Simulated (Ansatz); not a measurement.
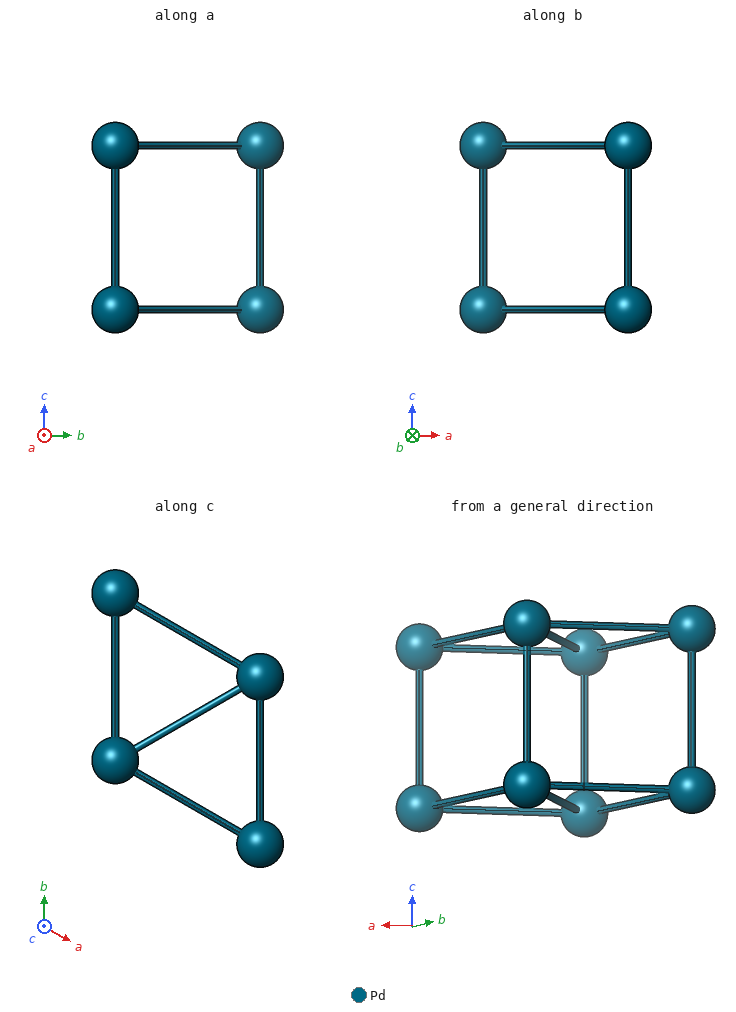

The crystal in a ball-and-stick representation, seen along the a axis, along the b axis, along the c axis and from a general direction. The frame is the conventional unit cell; atoms at its boundary are shown with their periodic copies.

Lattice: a = 2.670 Å, b = 2.670 Å, c = 2.616 Å, α = 90.00°, β = 90.00°, γ = 120.00°.

How many atoms does the box hold, once sharing is allowed for?

Answer. 1 (palladium), counting shared atoms by their share.

Name the space group.

Answer. P6/mmm (No. 191), with Pd on 1a.

Which prototype does it follow?

Answer. Simple hexagonal.

How do the bonded atoms link up through the crystal?

Answer. The bonds build a three-dimensional framework.

Origin of the cell: a textbook structure type filled with this element (whether it is the usual form wasn't checked). What is shown is the relaxed result from Ansatz 0.2.0, DFT r2SCAN, scalar-relativistic, plane waves, PAW.
